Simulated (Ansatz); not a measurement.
**Two runs on HfS$_{2}$**

System: HfS$_{2}$ (slab, 6 atoms in the cell).
Method of run 1: DFT PBE+D3(BJ), scalar-relativistic, plane waves, PAW, PAW set soft_1, no spin polarisation (Ansatz 0.2.0).

The structure derives from a Materials Project entry. Text and figures count atoms from 1; the logs count them from 0 in places.

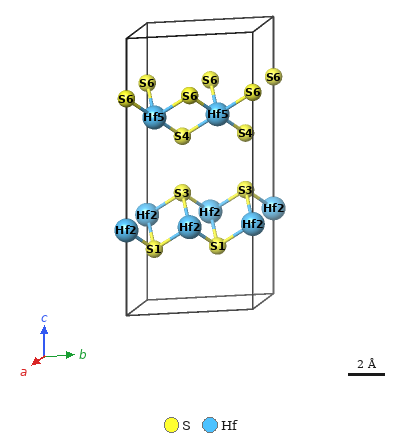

**Figure 1.** The structure as given in the input (ball-and-stick view of the 1 × 2 repeat of the cell, with the vacuum cut short, seen slightly off an axis; atoms are numbered from 1 in the order of the input). Near neighbours in the crystal (not all of them lie inside the picture): S has 3 Hf at 2.55 Å; Hf has 6 S at 2.55 Å.

Input file, run 1:
```yaml
crystal:
  lattice:
    - [3.6183523043, 0.0, 0.0]
    - [-1.8091761521, 3.1335850153, 0.0]
    - [0.0, 0.0, 23.3215601229]
  atoms:
    - { symbol: S, position: [0.6666666667, 0.3333333333, 0.1929545012] }
    - { symbol: Hf, position: [0.0, 0.0, 0.2553598473] }
    - { symbol: S, position: [0.3333333333, 0.6666666667, 0.3177651933] }
    - { symbol: S, position: [0.3333333333, 0.6666666667, 0.4588363731] }
    - { symbol: Hf, position: [-0.3333333333, 0.3333333333, 0.5212417192] }
    - { symbol: S, position: [0.0, 1.0, 0.5836470653] }
basis:
  ecutwfc: 420
kpoints:
  mp_grid: { grid: [9, 9, 1] }
hamiltonian:
  xc: pbe
  pseudopotentials: { kind: paw, azcp: { folder: soft_1 } }
  dispersion: d3bj
scf:
  occupations: { method: gaussian, width: 0.05 }
output:
  forces: true
  eigenvalues: true
efield:
  axis: 3
  dipole_correction: true
  ramp_width: 0.04
```

Launched with:
```bash
ansatz run input.yaml --threads 1 --pin off --max-ram 3072MiB --backend cpu --events-out ev --progress --plain --runs-dir out
```

Hardware: 1 thread of Arm Neoverse N1, 98 GiB of memory available, shared host.

Output, shortened to warnings, some set-up lines, iterations and results (run 1):
```
Basis set: ecut = 420 eV, 5093 PW (Γ), exchange–correlation on 50×50×320 points (8 copies of the dense FFT grid, shifted against one another)
Symmetry: 6 space group operations
k-points: 12 of 81 (time reversal used)
Initial density: superposition of atomic densities (neutral atoms: chi_scale 0, normalization atom)
[...]
SCF iter   1: F=—  HF=-35065.404026 eV  |F-HF|=—  |Δ(HF+E_count)|=         —  Δρ=3.79e-2  dr2=6.08e0  ethr=3.10e-3  p=0.000 e·Å  D=1.36e-6 V/Å  ΔV_dip=-0.00 eV  …
SCF iter   2: F=—  HF=-35063.757812 eV  |F-HF|=—  |Δ(HF+E_count)|=    1.65e0  Δρ=1.52e-2  dr2=6.69e-1  ethr=3.10e-3  p=0.000 e·Å  D=8.51e-5 V/Å  ΔV_dip=-0.00 eV  …
SCF iter   3: F=—  HF=-35063.644831 eV  |F-HF|=—  |Δ(HF+E_count)|=   1.13e-1  Δρ=6.79e-3  dr2=1.07e-1  ethr=8.80e-4  p=-0.000 e·Å  D=-1.73e-5 V/Å  ΔV_dip=0.00 eV  …
SCF iter   4: F=—  HF=-35063.634952 eV  |F-HF|=—  |Δ(HF+E_count)|=   9.88e-3  Δρ=3.30e-3  dr2=1.92e-2  ethr=1.40e-4  p=0.000 e·Å  D=4.10e-5 V/Å  ΔV_dip=-0.00 eV  …
SCF iter   5: F=—  HF=-35063.637343 eV  |F-HF|=—  |Δ(HF+E_count)|=   2.39e-3  Δρ=6.82e-4  dr2=1.29e-3  ethr=2.52e-5  p=-0.000 e·Å  D=-3.05e-5 V/Å  ΔV_dip=0.00 eV  …
SCF iter   6: F=—  HF=-35063.637502 eV  |F-HF|=—  |Δ(HF+E_count)|=   1.59e-4  Δρ=2.04e-4  dr2=1.16e-4  ethr=1.70e-6  p=0.000 e·Å  D=3.88e-5 V/Å  ΔV_dip=-0.00 eV  …
SCF iter   7: F=—  HF=-35063.637616 eV  |F-HF|=—  |Δ(HF+E_count)|=   1.14e-4  Δρ=6.79e-5  dr2=3.77e-5  ethr=1.53e-7  p=-0.000 e·Å  D=-7.52e-5 V/Å  ΔV_dip=0.00 eV  …
SCF iter   8: F=—  HF=-35063.637661 eV  |F-HF|=—  |Δ(HF+E_count)|=   4.46e-5  Δρ=6.15e-5  dr2=7.40e-5  ethr=4.96e-8  p=0.000 e·Å  D=1.71e-4 V/Å  ΔV_dip=-0.00 eV  …
SCF iter   9: F=—  HF=-35063.637653 eV  |F-HF|=—  |Δ(HF+E_count)|=   7.99e-6  Δρ=6.50e-6  dr2=2.64e-7  ethr=4.96e-8  p=-0.000 e·Å  D=-1.00e-5 V/Å  ΔV_dip=0.00 eV  …
SCF iter  10: F=—  HF=-35063.637653 eV  |F-HF|=—  |Δ(HF+E_count)|=   1.66e-7  Δρ=3.80e-6  dr2=1.92e-7  ethr=1.32e-10  p=0.000 e·Å  D=3.32e-5 V/Å  ΔV_dip=-0.00 eV  …
SCF iter  11: F=-35063.637653 eV  HF=-35063.637653 eV  |F-HF|=9.12e-9  |Δ(HF+E_count)|=   2.90e-8  Δρ=1.85e-6  dr2=1.44e-8  ethr=1.32e-10  p=-0.000 e·Å  D=-6.19e-6 V/Å  …
SCF 1 converged in 11 iterations: F = -35063.637653 eV  dr2 = 1.44e-8
SCF converged after 11 iterations
Free energy (F): -35063.637653 eV
Harris-Foulkes:  -35063.637653 eV  (|F-HF|=9.12e-9)
Internal energy: -35063.637653 eV  (E = F + TS)
E sigma→0 (E₀):  -35063.637653 eV
Fermi energy:    1.692701 eV
Dipole field:    D = 0.000071 V/Å  (p = 0.000103 e·Å, saw-weighted, corrected)
Work function:   Φ+ = 5.7678 eV   Φ− = 5.7694 eV
Levels:          The Fermi level and band energies are counted from a zero that moves with the ramp; work functions are not
--- Per-component energies (eV) ---
  E_band       = -1013.556360
  E_kinetic    = 1232.469584
  E_local      = -67407.669207  (includes V_loc(G=0)·N_el)
  E_nonlocal   = 260.113694
  E_hartree    = 32949.153786
  E_xc         = -887.833388
  E_vxc        = -839.133666  (∫ρ·V_xc dr)
  E_paw        = -17829.605319  (= ΣΔE_a)
  E_vpaw       = -157.641079  (= ΣTr[D̂ρ^β])
  E_aug_tail   = 0.000163  (compensation charges beyond the density's cutoff)
  E_efield     = 0.000000  (sawtooth field / dipole correction)
  E_vefield    = 0.000000  (∫n·V_field dr)
  E_ewald      = 16621.341901
  E_disp       = -1.608867  (pairwise vdW)
  E_smearing   = -0.000000  (= −TS)
  E_closure    = -0.000000  (closes the sum)
  Σ components = -35063.637653   (vs F -35063.637653, Δ=0.00e0)
--- Forces (eV/Å), atoms counted from 1 ---
  atom   1  S      0.00000000     0.00000000     0.00711138
  atom   2  Hf     0.00000000    -0.00000000     0.03442682
  atom   3  S      0.00000000    -0.00000000    -0.10644864
  atom   4  S     -0.00000000     0.00000000     0.10636608
  atom   5  Hf    -0.00000000     0.00000000    -0.03430829
  atom   6  S      0.00000000    -0.00000000    -0.00718691
  max |Σ_I F_I| component: 3.96e-5 eV/Å
```

For run 2 the input was changed thus:
```diff
-  mp_grid: { grid: [9, 9, 1] }
+  mp_grid: { grid: [14, 14, 1] }
+  n_extra_bands: 4
+accuracy: low
```

Predict how the results change.

The free energy of run 2 is 0.27 meV per atom lower, the joint effect of these numerical settings, which can't be told apart here. The SCF takes 10 iterations against 11. The irreducible k-points go from 12 to 24. On the same kind of shared host run 2 took about 1.7 times as long.

Output, shortened to warnings, some set-up lines, iterations and results (run 2):
```
Basis set: ecut = 420 eV, 5093 PW (Γ), exchange–correlation on 50×50×320 points (8 copies of the dense FFT grid, shifted against one another)
Symmetry: 6 space group operations
k-points: 24 of 196 (time reversal used)
Initial density: superposition of atomic densities (neutral atoms: chi_scale 0, normalization atom)
[...]
SCF iter   1: F=—  HF=-35065.404431 eV  |F-HF|=—  |Δ(HF+E_count)|=         —  Δρ=3.78e-2  dr2=6.05e0  ethr=3.10e-3  p=0.000 e·Å  D=1.36e-6 V/Å  ΔV_dip=-0.00 eV  …
SCF iter   2: F=—  HF=-35063.762469 eV  |F-HF|=—  |Δ(HF+E_count)|=    1.64e0  Δρ=1.53e-2  dr2=6.88e-1  ethr=3.10e-3  p=0.000 e·Å  D=5.94e-5 V/Å  ΔV_dip=-0.00 eV  …
SCF iter   3: F=—  HF=-35063.643730 eV  |F-HF|=—  |Δ(HF+E_count)|=   1.19e-1  Δρ=6.48e-3  dr2=9.28e-2  ethr=9.05e-4  p=-0.000 e·Å  D=-4.09e-6 V/Å  ΔV_dip=0.00 eV  …
SCF iter   4: F=—  HF=-35063.636855 eV  |F-HF|=—  |Δ(HF+E_count)|=   6.87e-3  Δρ=3.36e-3  dr2=2.15e-2  ethr=1.22e-4  p=0.000 e·Å  D=2.21e-5 V/Å  ΔV_dip=-0.00 eV  …
SCF iter   5: F=—  HF=-35063.638884 eV  |F-HF|=—  |Δ(HF+E_count)|=   2.03e-3  Δρ=6.98e-4  dr2=1.56e-3  ethr=2.83e-5  p=-0.000 e·Å  D=-8.33e-6 V/Å  ΔV_dip=0.00 eV  …
SCF iter   6: F=—  HF=-35063.639091 eV  |F-HF|=—  |Δ(HF+E_count)|=   2.07e-4  Δρ=2.18e-4  dr2=1.49e-4  ethr=2.06e-6  p=0.000 e·Å  D=1.54e-5 V/Å  ΔV_dip=-0.00 eV  …
SCF iter   7: F=—  HF=-35063.639239 eV  |F-HF|=—  |Δ(HF+E_count)|=   1.48e-4  Δρ=6.37e-5  dr2=3.00e-5  ethr=1.97e-7  p=-0.000 e·Å  D=-2.43e-5 V/Å  ΔV_dip=0.00 eV  …
SCF iter   8: F=—  HF=-35063.639284 eV  |F-HF|=—  |Δ(HF+E_count)|=   4.54e-5  Δρ=2.23e-5  dr2=6.14e-6  ethr=3.95e-8  p=0.000 e·Å  D=6.64e-5 V/Å  ΔV_dip=-0.00 eV  …
SCF iter   9: F=—  HF=-35063.639283 eV  |F-HF|=—  |Δ(HF+E_count)|=   5.92e-7  Δρ=1.12e-5  dr2=1.30e-6  ethr=8.09e-9  p=-0.000 e·Å  D=-2.92e-5 V/Å  ΔV_dip=0.00 eV  …
SCF iter  10: F=-35063.639283 eV  HF=-35063.639283 eV  |F-HF|=8.16e-9  |Δ(HF+E_count)|=   6.76e-8  Δρ=3.57e-6  dr2=3.80e-8  ethr=1.32e-10  p=0.000 e·Å  D=6.24e-6 V/Å  …
SCF 1 converged in 10 iterations: F = -35063.639283 eV  dr2 = 3.80e-8
SCF converged after 10 iterations
Free energy (F): -35063.639283 eV
Harris-Foulkes:  -35063.639283 eV  (|F-HF|=8.16e-9)
Internal energy: -35063.639283 eV  (E = F + TS)
E sigma→0 (E₀):  -35063.639283 eV
Fermi energy:    1.682348 eV
Dipole field:    D = -0.000048 V/Å  (p = -0.000071 e·Å, saw-weighted, corrected)
Work function:   Φ+ = 5.7797 eV   Φ− = 5.7786 eV
Levels:          The Fermi level and band energies are counted from a zero that moves with the ramp; work functions are not
--- Per-component energies (eV) ---
  E_band       = -1013.526691
  E_kinetic    = 1232.464903
  E_local      = -67407.684127  (includes V_loc(G=0)·N_el)
  E_nonlocal   = 260.108550
  E_hartree    = 32949.171164
  E_xc         = -887.831435
  E_vxc        = -839.131329  (∫ρ·V_xc dr)
  E_paw        = -17829.601534  (= ΣΔE_a)
  E_vpaw       = -157.635404  (= ΣTr[D̂ρ^β])
  E_aug_tail   = 0.000163  (compensation charges beyond the density's cutoff)
  E_efield     = 0.000000  (sawtooth field / dipole correction)
  E_vefield    = 0.000000  (∫n·V_field dr)
  E_ewald      = 16621.341901
  E_disp       = -1.608867  (pairwise vdW)
  E_smearing   = -0.000000  (= −TS)
  E_closure    = 0.000000  (closes the sum)
  Σ components = -35063.639283   (vs F -35063.639283, Δ=0.00e0)
--- Forces (eV/Å), atoms counted from 1 ---
  atom   1  S      0.00000000     0.00000000     0.00596462
  atom   2  Hf     0.00000000    -0.00000000     0.03446287
  atom   3  S      0.00000000    -0.00000000    -0.10548691
  atom   4  S      0.00000000     0.00000000     0.10552236
  atom   5  Hf    -0.00000000     0.00000000    -0.03454304
  atom   6  S      0.00000000    -0.00000000    -0.00588860
  max |Σ_I F_I| component: 3.13e-5 eV/Å
```

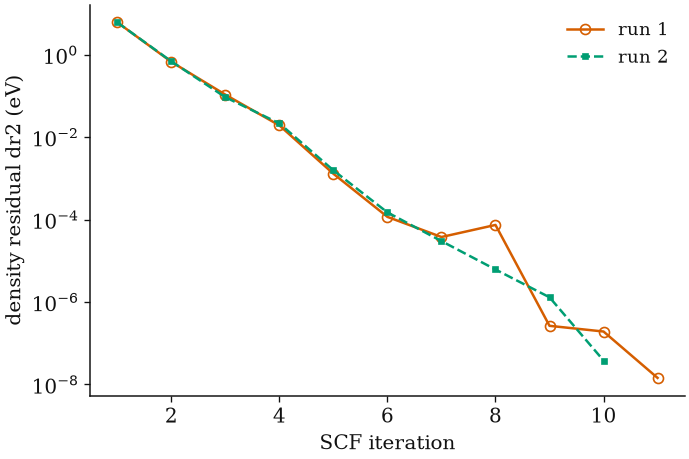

**Figure 2.** Convergence of the two runs: density residual dr2 against the SCF iteration. Run 1 takes 11 iterations in all, and run 2 takes 10.

The two runs side by side:

| quantity | run 1 | run 2 |
| --- | --- | --- |
| outcome | converged | converged |
| free energy per atom (eV) | −5843.9396 | −5843.9399 |
| gap on the mesh (eV) | 1.11 | 1.09 |
| work function (eV) | 5.77 | – |
| largest force (eV/Å) | 0.106 | 0.106 |
| SCF iterations | 11 | 10 |
| irreducible k-points | 12 | 24 |
| plane waves at Γ | 5093 | 5093 |
| wall time (shared host) | 34 s | 59 s |

For both runs: Spin–orbit coupling is left out, which matters for Hf. For run 2: These settings are looser than, or depart from, a standard set-up, so the numbers are not reference values for this system. The input asks for low accuracy.
